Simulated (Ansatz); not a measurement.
# BN: geometry relaxation (part 2 of 3)

Continued. System: BN (P6₃/mmc, 4 atoms in the cell). Method: DFT PBE, scalar-relativistic, plane waves, PAW, no spin polarisation (Ansatz 0.2.0); cutoff 420 eV, 12×12×4 k-mesh, Gaussian smearing of 0.02 eV. The structure derives from a Materials Project entry. The run did not end well. It belongs to a series of runs on one base structure; here: relaxed at -1 GPa. The run did not end well; see the last part.

Geometry of the input (Å; fractional positions):
```
2.5205  0.0000  0.0000
-1.2602  2.1828  0.0000
0.0000  0.0000  8.3707
B  0.3333  0.6667  0.2500
B  0.6667  0.3333  0.7500
N  0.3333  0.6667  0.7500
N  0.6667  0.3333  0.2500
```

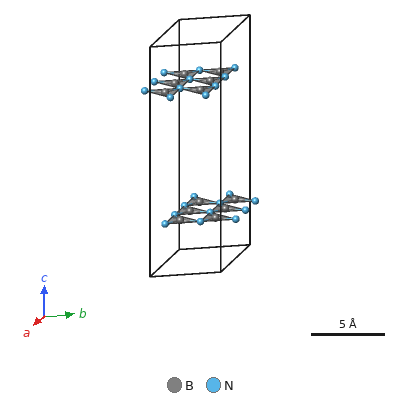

Figure 1. The geometry at step 45 of the log (polyhedral view of the 3 × 2 repeat of the cell, with the vacuum cut short, seen slightly off an axis; polyhedra are completed across the faces of the cell).

**What the program printed, continued**
```
relax step  33: F+E_penalty+E_count = -1084.85366559 eV  Δ(F+E_penalty+E_count) = -4.480e-2 eV  max|allowed force component| = 1.980e-15 eV/Å  Δτ_max = 0.0000 Å  P = -0.707 GPa  Ω = 81.831 Å³  stress off target by 9.98e-1 GPa  SCF on the basis re-selected at this cell (its energy is not comparable with the rows above)  (6 SCF iters)
SCF 34 converged in 6 iterations: F = -1084.848384 eV  dr2 = 2.90e-10
relax step  34: F+E_penalty+E_count = -1084.84838398 eV  Δ(F+E_penalty+E_count) = +5.282e-3 eV  max|allowed force component| = 9.645e-16 eV/Å  Δτ_max = 0.0000 Å  P = -0.715 GPa  Ω = 84.071 Å³  energy of the carried Pulay correction = -4.531e-3 eV  (6 SCF iters, dr2 threshold 4.00e-7 eV, accepted)
SCF 35 converged in 6 iterations: F = -1084.840227 eV  dr2 = 2.27e-10
relax step  35: F+E_penalty+E_count = -1084.84022667 eV  Δ(F+E_penalty+E_count) = +8.157e-3 eV  max|allowed force component| = 2.729e-16 eV/Å  Δτ_max = 0.0000 Å  P = -0.756 GPa  Ω = 86.317 Å³  energy of the carried Pulay correction = -9.923e-3 eV  (6 SCF iters, dr2 threshold 4.00e-7 eV, accepted)
SCF 36 converged in 6 iterations: F = -1084.827750 eV  dr2 = 3.46e-10
relax step  36: F+E_penalty+E_count = -1084.82775037 eV  Δ(F+E_penalty+E_count) = +1.248e-2 eV  max|allowed force component| = 1.459e-15 eV/Å  Δτ_max = 0.0000 Å  P = -0.841 GPa  Ω = 88.633 Å³  energy of the carried Pulay correction = -1.650e-2 eV  (6 SCF iters, dr2 threshold 4.00e-7 eV, accepted)
SCF 37 converged in 6 iterations: F = -1084.809909 eV  dr2 = 4.38e-10
relax step  37: F+E_penalty+E_count = -1084.80990922 eV  Δ(F+E_penalty+E_count) = +1.784e-2 eV  max|allowed force component| = 3.803e-16 eV/Å  Δτ_max = 0.0000 Å  P = -0.956 GPa  Ω = 90.950 Å³  energy of the carried Pulay correction = -2.424e-2 eV  (6 SCF iters, dr2 threshold 4.00e-7 eV, accepted)
SCF 38 converged in 6 iterations: F = -1084.801276 eV  dr2 = 9.77e-11
relax step  38: F+E_penalty+E_count = -1084.80127598 eV  Δ(F+E_penalty+E_count) = +8.633e-3 eV  max|allowed force component| = 8.893e-16 eV/Å  Δτ_max = 0.0000 Å  P = -1.008 GPa  Ω = 91.846 Å³  energy of the carried Pulay correction = -2.759e-2 eV  (6 SCF iters, dr2 threshold 4.19e-8 eV, accepted)
SCF 39 converged in 6 iterations: F = -1084.853299 eV  dr2 = 1.65e-11
relax step  39: F+E_penalty+E_count = -1084.85329921 eV  Δ(F+E_penalty+E_count) = -5.202e-2 eV  max|allowed force component| = 7.401e-16 eV/Å  Δτ_max = 0.0000 Å  P = -0.708 GPa  Ω = 91.846 Å³  stress off target by 9.99e-1 GPa  SCF on the basis re-selected at this cell (its energy is not comparable with the rows above)  (6 SCF iters)
SCF 40 converged in 6 iterations: F = -1084.848714 eV  dr2 = 2.27e-10
relax step  40: F+E_penalty+E_count = -1084.84871422 eV  Δ(F+E_penalty+E_count) = +4.585e-3 eV  max|allowed force component| = 5.933e-16 eV/Å  Δτ_max = 0.0000 Å  P = -0.712 GPa  Ω = 94.087 Å³  energy of the carried Pulay correction = -4.006e-3 eV  (6 SCF iters, dr2 threshold 4.00e-7 eV, accepted)
SCF 41 converged in 6 iterations: F = -1084.841933 eV  dr2 = 3.71e-10
relax step  41: F+E_penalty+E_count = -1084.84193297 eV  Δ(F+E_penalty+E_count) = +6.781e-3 eV  max|allowed force component| = 8.153e-16 eV/Å  Δτ_max = 0.0000 Å  P = -0.736 GPa  Ω = 96.332 Å³  energy of the carried Pulay correction = -8.685e-3 eV  (6 SCF iters, dr2 threshold 4.00e-7 eV, accepted)
SCF 42 converged in 6 iterations: F = -1084.832192 eV  dr2 = 3.70e-10
relax step  42: F+E_penalty+E_count = -1084.83219213 eV  Δ(F+E_penalty+E_count) = +9.741e-3 eV  max|allowed force component| = 5.204e-16 eV/Å  Δτ_max = 0.0000 Å  P = -0.790 GPa  Ω = 98.588 Å³  energy of the carried Pulay correction = -1.414e-2 eV  (6 SCF iters, dr2 threshold 4.00e-7 eV, accepted)
SCF 43 converged in 6 iterations: F = -1084.818225 eV  dr2 = 3.01e-10
relax step  43: F+E_penalty+E_count = -1084.81822488 eV  Δ(F+E_penalty+E_count) = +1.397e-2 eV  max|allowed force component| = 4.452e-16 eV/Å  Δτ_max = 0.0000 Å  P = -0.882 GPa  Ω = 100.916 Å³  energy of the carried Pulay correction = -2.066e-2 eV  (6 SCF iters, dr2 threshold 4.00e-7 eV, accepted)
SCF 44 converged in 6 iterations: F = -1084.799535 eV  dr2 = 2.89e-10
relax step  44: F+E_penalty+E_count = -1084.79953473 eV  Δ(F+E_penalty+E_count) = +1.869e-2 eV  max|allowed force component| = 9.402e-16 eV/Å  Δτ_max = 0.0000 Å  P = -0.974 GPa  Ω = 103.227 Å³  energy of the carried Pulay correction = -2.813e-2 eV  (6 SCF iters, dr2 threshold 3.40e-7 eV, accepted)
SCF 45 converged in 6 iterations: F = -1084.852909 eV  dr2 = 2.68e-11
relax step  45: F+E_penalty+E_count = -1084.85290918 eV  Δ(F+E_penalty+E_count) = -5.337e-2 eV  max|allowed force component| = 7.401e-16 eV/Å  Δτ_max = 0.0000 Å  P = -0.701 GPa  Ω = 103.227 Å³  stress off target by 1.00e0 GPa  SCF on the basis re-selected at this cell (its energy is not comparable with the rows above)  (6 SCF iters)
SCF 46 converged in 7 iterations: F = -1084.848940 eV  dr2 = 2.80e-12
relax step  46: F+E_penalty+E_count = -1084.84893963 eV  Δ(F+E_penalty+E_count) = +3.970e-3 eV  max|allowed force component| = 5.933e-16 eV/Å  Δτ_max = 0.0000 Å  P = -0.738 GPa  Ω = 105.467 Å³  energy of the carried Pulay correction = -3.267e-3 eV  (7 SCF iters, dr2 threshold 4.00e-7 eV, accepted)
SCF 47 converged in 7 iterations: F = -1084.843473 eV  dr2 = 3.07e-12
relax step  47: F+E_penalty+E_count = -1084.84347337 eV  Δ(F+E_penalty+E_count) = +5.466e-3 eV  max|allowed force component| = 5.921e-16 eV/Å  Δτ_max = 0.0000 Å  P = -0.766 GPa  Ω = 107.686 Å³  energy of the carried Pulay correction = -6.454e-3 eV  (7 SCF iters, dr2 threshold 4.00e-7 eV, accepted)
SCF 48 converged in 7 iterations: F = -1084.835867 eV  dr2 = 3.18e-12
relax step  48: F+E_penalty+E_count = -1084.83586713 eV  Δ(F+E_penalty+E_count) = +7.606e-3 eV  max|allowed force component| = 1.094e-15 eV/Å  Δτ_max = 0.0000 Å  P = -0.811 GPa  Ω = 109.904 Å³  energy of the carried Pulay correction = -9.588e-3 eV  (7 SCF iters, dr2 threshold 4.00e-7 eV, accepted)
SCF 49 converged in 7 iterations: F = -1084.825533 eV  dr2 = 3.35e-12
relax step  49: F+E_penalty+E_count = -1084.82553294 eV  Δ(F+E_penalty+E_count) = +1.033e-2 eV  max|allowed force component| = 7.957e-16 eV/Å  Δτ_max = 0.0000 Å  P = -0.881 GPa  Ω = 112.127 Å³  energy of the carried Pulay correction = -1.268e-2 eV  (7 SCF iters, dr2 threshold 4.00e-7 eV, accepted)
Crystal: 4 atoms, lattice volume = 114.428 Å³
Basis set: ecut = 420 eV, 2247 PW (Γ), exchange–correlation on 36×36×256 points (8 copies of the dense FFT grid, shifted against one another)
iter 1 solved again at ethr=2.88e-5 eV; its pass at ethr=3.10e-3 eV (dr2=4.61e-3 eV) is discarded
SCF iter   1: F=—  HF=-1084.812873 eV  |F-HF|=—  |Δ(HF+E_count)|=         —  Δρ=1.45e-3  dr2=4.74e-3  ethr=2.88e-5  ⟨swp⟩=2.2  Hψ=5451  notcnv=0
preconditioner: auto → none  [insulator: Δε(μ)=4.574 eV  Ē_g=14.453 eV  σ=0.020 eV  W_gap=1.00  n_scr=12 (ndim 8)  ℏωp=13.9 eV  f_vac=0.645  D(μ)=0.00/eV (n_scr^D=0)  ε∞_Penn≈1.9]
SCF iter   2: F=—  HF=-1084.811656 eV  |F-HF|=—  |Δ(HF+E_count)|=   1.22e-3  Δρ=8.20e-4  dr2=6.08e-4  ethr=2.88e-5  ⟨swp⟩=3.0  Hψ=1416  notcnv=0
SCF iter   3: F=—  HF=-1084.811598 eV  |F-HF|=—  |Δ(HF+E_count)|=   5.80e-5  Δρ=2.55e-4  dr2=8.75e-5  ethr=3.80e-6  ⟨swp⟩=2.2  Hψ=1290  notcnv=0
SCF iter   4: F=—  HF=-1084.811331 eV  |F-HF|=—  |Δ(HF+E_count)|=   2.67e-4  Δρ=7.87e-5  dr2=3.36e-6  ethr=5.47e-7  ⟨swp⟩=2.9  Hψ=1293  notcnv=0
SCF iter   5: F=—  HF=-1084.811332 eV  |F-HF|=—  |Δ(HF+E_count)|=   1.64e-6  Δρ=4.70e-6  dr2=1.15e-8  ethr=2.10e-8  ⟨swp⟩=2.6  Hψ=1080  notcnv=0
SCF iter   6: F=—  HF=-1084.811334 eV  |F-HF|=—  |Δ(HF+E_count)|=   1.57e-6  Δρ=7.15e-7  dr2=4.03e-10  ethr=7.18e-11  ⟨swp⟩=2.0  Hψ=1134  notcnv=0
SCF iter   7: F=-1084.811334 eV  HF=-1084.811334 eV  |F-HF|=2.50e-12  |Δ(HF+E_count)|=  4.02e-10  Δρ=7.74e-8  dr2=3.82e-12  ethr=1.00e-12  ⟨swp⟩=6.5  Hψ=3456  notcnv=0
SCF 50 converged in 7 iterations: F = -1084.811334 eV  dr2 = 3.82e-12
relax step  50: F+E_penalty+E_count = -1084.81133380 eV  Δ(F+E_penalty+E_count) = +1.420e-2 eV  max|allowed force component| = 8.142e-16 eV/Å  Δτ_max = 0.0000 Å  P = -0.995 GPa  Ω = 114.428 Å³  energy of the carried Pulay correction = -1.582e-2 eV  (7 SCF iters, accepted)
```

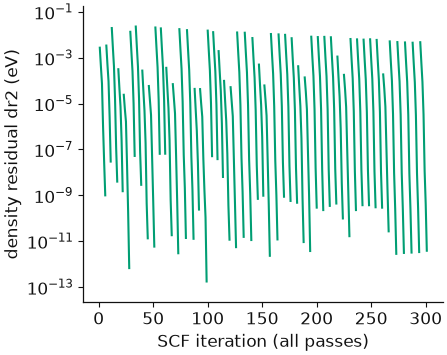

Figure 2. Convergence of the self-consistent field: density residual dr2 against the SCF iteration. The dotted lines part the SCF passes of the relaxation: geometry steps, rejected trials and re-solves on a re-selected basis. The 50 passes take 5 to 7 iterations each, 301 in all.

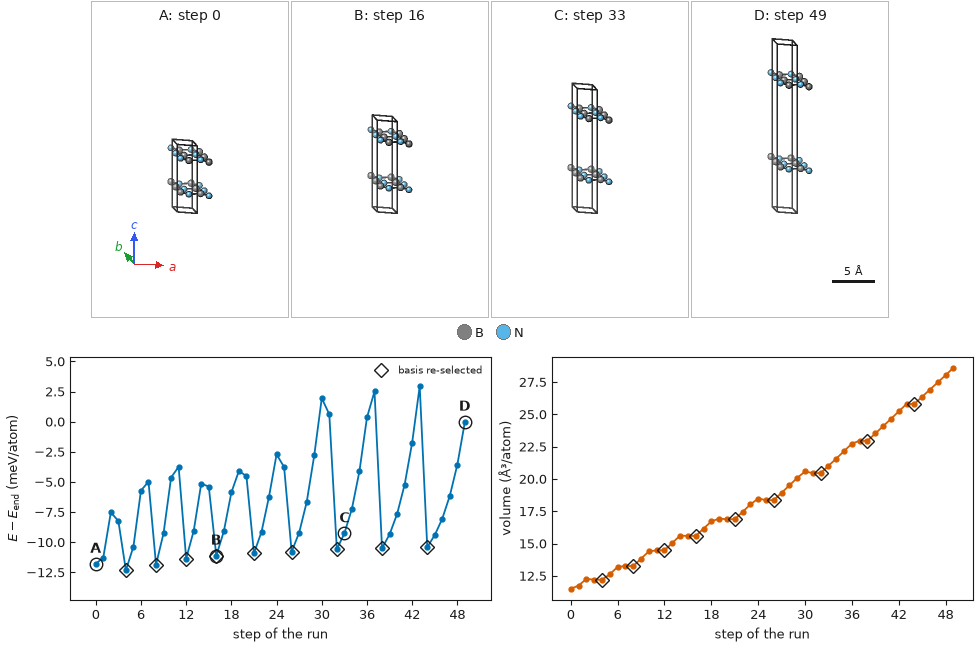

Figure 3. Frames of the relaxation (ball-and-stick view of the cell of the calculation, repeated 2 × 3 × 1, seen slightly off an axis) above the curves, on which the letters mark them (the first geometry is step 0 here and step 1 in the log).

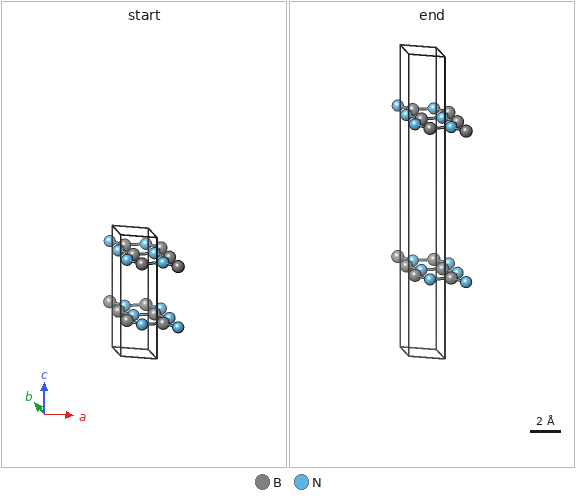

Figure 4. Before (left) and after (right) the relaxation, at one scale (ball-and-stick view of the cell of the calculation, repeated 2 × 3 × 1, seen slightly off an axis). The relaxation stopped without meeting its thresholds, so the last structure isn't shown to be converged. No atom moves by more than 0.005 Å relative to the cell. The drawn cell changes as follows: a = b 2.520 → 2.518 Å (−0.1 %), c 8.371 → 20.833 Å (+148.9 %); the volume changes by +148.5 %. The space group stays P6_3/mmc (No. 194). After 40 geometry steps the energy has risen by 11.8 meV per atom. All forces vanish by symmetry, so only the cell relaxes. The pressure goes from −1.82 to −0.99 GPa. 9 further SCFs at an unchanged geometry re-selected the plane-wave basis for the new cell. The energy change given includes the shifts at the re-selections in mid-walk, which come without any move. (Atoms are counted from 1 in the order of the input.)

```
Step failed. What follows is not a result of the run: it is the report of the last solve that finished, which converged after 7 SCF iterations.
Free energy (F): -1084.811334 eV
Harris-Foulkes:  -1084.811334 eV  (|F-HF|=2.50e-12)
Internal energy: -1084.811334 eV  (E = F + TS)
E sigma→0 (E₀):  -1084.811334 eV
Fermi energy:    -0.184860 eV
--- Per-component energies (eV) ---
  E_band       = -153.320696
  E_kinetic    = 365.095011
  E_local      = -3068.474304  (includes V_loc(G=0)·N_el)
  E_nonlocal   = 114.862573
  E_hartree    = 1354.306259
  E_xc         = -183.902173
  E_vxc        = -228.088387  (∫ρ·V_xc dr)
  E_paw        = -413.306593  (= ΣΔE_a)
  E_vpaw       = -45.328317  (= ΣTr[D̂ρ^β])
  E_aug_tail   = 0.000214  (compensation charges beyond the density's cutoff)
  E_ewald      = 746.607678
  E_smearing   = -0.000000  (= −TS)
  E_closure    = 0.000000  (closes the sum)
  Σ components = -1084.811334   (vs F -1084.811334, Δ=0.00e0)
--- Forces (eV/Å), atoms counted from 1 ---
  atom   1  B      0.00000000    -0.00000000     0.00000000
  atom   2  B     -0.00000000     0.00000000    -0.00000000
  atom   3  N      0.00000000    -0.00000000    -0.00000000
  atom   4  N     -0.00000000     0.00000000     0.00000000
  max |Σ_I F_I| component: 2.41e-16 eV/Å
--- Stress (GPa, compression-positive) ---
       -1.216219       0.000000       0.000000
       -0.000000      -1.216219       0.000000
        0.000000       0.000000      -1.126754
  P = ⅓ Tr σ = -1.1864 GPa (-11.864 kbar)
--- Band table (eV; the first three rows and the last of 57) ---
  k-point 0: bands = ["-20.0576", "-20.0574", "-7.6452", "-7.6434", "-3.8504", "-3.8504", "-3.8502", "-3.8502", "2.1091", "2.3435", "2.9178", "3.6440"]
  k-point 1: bands = ["-20.0575", "-20.0574", "-7.6449", "-7.6426", "-3.8503", "-3.8503", "-3.8498", "-3.8498", "2.1329", "2.2912", "3.0178", "3.5035"]
  k-point 2: bands = ["-20.0576", "-20.0576", "-7.6442", "-7.6442", "-3.8506", "-3.8506", "-3.8506", "-3.8506", "2.2001", "2.2001", "3.2450", "3.2450"]
  k-point 56: bands = ["-16.4591", "-16.4591", "-10.3058", "-10.3058", "-9.6354", "-9.6354", "-2.4799", "-2.4799", "2.1615", "2.1615", "9.8432", "9.8432"]
End of that report.
Error: variable-cell relaxation did not converge after 50 `relax_step` rows, as none of its last 9 fresh-basis SCF(s) at a relaxed cell met both thresholds with a finite energy. The last misses `relax.cell.stress_tol`: largest allowed force component 7.40e-16 eV/Å (`relax.f_tol` 8.00e-3 eV/Å), stress off the target on the free part of the cell 1.00e0 GPa (`relax.cell.stress_tol` 8.00e-2 GPa), F+E_penalty+E_count -1084.85290918 eV. The closest is row 9, whose structure comes with this error. Larger ratio of force or stress to its threshold at each such SCF whose figures are numbers: 11.934, 11.656, 11.790, 12.100, 12.282, 12.414, 12.479, 12.492, 12.495. The dense FFT grid had 18×18×60 points at the cell where the steps before the first such SCF started and, at each such SCF in turn, 18×18×60, 18×18×72, 18×18×72, 18×18×80, 18×18×90, 18×18×90, 18×18×100, 18×18×120, 18×18×128, so 6 of them had another grid than the one listed just before. After the last such SCF `relax.max_steps` ran out. If the threshold ratios fall while the rows' cell is stable, continue in a new run from this error's structure with a larger `relax.max_steps`. Ratios that fall only as the cell collapses won't converge, and for ratios that don't fall see `relax.cell`. Where this run's directory can be resumed (`checkpoint.write`), a resume goes on for up to `relax.max_steps` more
  cell:  # Å, volume = 53.0561 Å³
    - [2.515808341085245, -3.542249531702168e-33, 9.028433692908751e-34]
    - [-1.2579041705426226, 2.178753934432608, -1.9760980068616922e-33]
    - [2.9984183178237e-33, -5.8469157197562144e-33, 9.679422876331385]
  atoms:
    - { symbol: B, position: [0.3333333333333333, 0.6666666666666666, 0.24999999999999997] }
    - { symbol: B, position: [0.6666666666666665, 0.3333333333333333, 0.75] }
    - { symbol: N, position: [0.3333333333333333, 0.6666666666666666, 0.75] }
    - { symbol: N, position: [0.6666666666666665, 0.3333333333333333, 0.24999999999999997] }
```

**Trajectory as extended XYZ (Å, eV, eV/Å), 37 of the 50 frames kept, from step=1 to step=50**
```
4
Lattice="2.5205 0.0000 0.0000 -1.2602 2.1828 0.0000 0.0000 0.0000 8.3707" Properties=species:S:1:pos:R:3:forces:R:3 step=1 energy=-1084.85849 pressure_GPa=-1.82
B     0.0000    1.4552    2.0927    0.0000   0.0000   0.0000
B     1.2602    0.7276    6.2780    0.0000   0.0000   0.0000
N     0.0000    1.4552    6.2780    0.0000   0.0000   0.0000
N     1.2602    0.7276    2.0927    0.0000   0.0000   0.0000
4
Lattice="2.5171 0.0000 0.0000 -1.2586 2.1799 0.0000 0.0000 0.0000 8.5647" Properties=species:S:1:pos:R:3:forces:R:3 step=2 energy=-1084.85639 pressure_GPa=-1.20
B     0.0000    1.4533    2.1412    0.0000   0.0000   0.0000
B     1.2586    0.7266    6.4235    0.0000   0.0000   0.0000
N     0.0000    1.4533    6.4235    0.0000   0.0000   0.0000
N     1.2586    0.7266    2.1412    0.0000   0.0000   0.0000
4
Lattice="2.5146 0.0000 0.0000 -1.2573 2.1777 0.0000 0.0000 0.0000 8.9146" Properties=species:S:1:pos:R:3:forces:R:3 step=4 energy=-1084.84427 pressure_GPa=-0.97
B     0.0000    1.4518    2.2286    0.0000   0.0000   0.0000
B     1.2573    0.7259    6.6859    0.0000   0.0000   0.0000
N     0.0000    1.4518    6.6859    0.0000   0.0000   0.0000
N     1.2573    0.7259    2.2286    0.0000   0.0000   0.0000
4
Lattice="2.5146 0.0000 0.0000 -1.2573 2.1777 0.0000 0.0000 0.0000 8.9146" Properties=species:S:1:pos:R:3:forces:R:3 step=5 energy=-1084.86062 pressure_GPa=-0.53
B     0.0000    1.4518    2.2286    0.0000   0.0000   0.0000
B     1.2573    0.7259    6.6859    0.0000   0.0000   0.0000
N     0.0000    1.4518    6.6859    0.0000   0.0000   0.0000
N     1.2573    0.7259    2.2286    0.0000   0.0000   0.0000
4
Lattice="2.5150 0.0000 0.0000 -1.2575 2.1781 0.0000 0.0000 0.0000 9.2242" Properties=species:S:1:pos:R:3:forces:R:3 step=6 energy=-1084.85276 pressure_GPa=-0.67
B     0.0000    1.4521    2.3060    0.0000   0.0000   0.0000
B     1.2575    0.7260    6.9181    0.0000   0.0000   0.0000
N     0.0000    1.4521    6.9181    0.0000   0.0000   0.0000
N     1.2575    0.7260    2.3060    0.0000   0.0000   0.0000
4
Lattice="2.5158 0.0000 0.0000 -1.2579 2.1788 0.0000 0.0000 0.0000 9.6794" Properties=species:S:1:pos:R:3:forces:R:3 step=8 energy=-1084.83123 pressure_GPa=-1.01
B     0.0000    1.4525    2.4199    0.0000   0.0000   0.0000
B     1.2579    0.7263    7.2596    0.0000   0.0000   0.0000
N     0.0000    1.4525    7.2596    0.0000   0.0000   0.0000
N     1.2579    0.7263    2.4199    0.0000   0.0000   0.0000
```
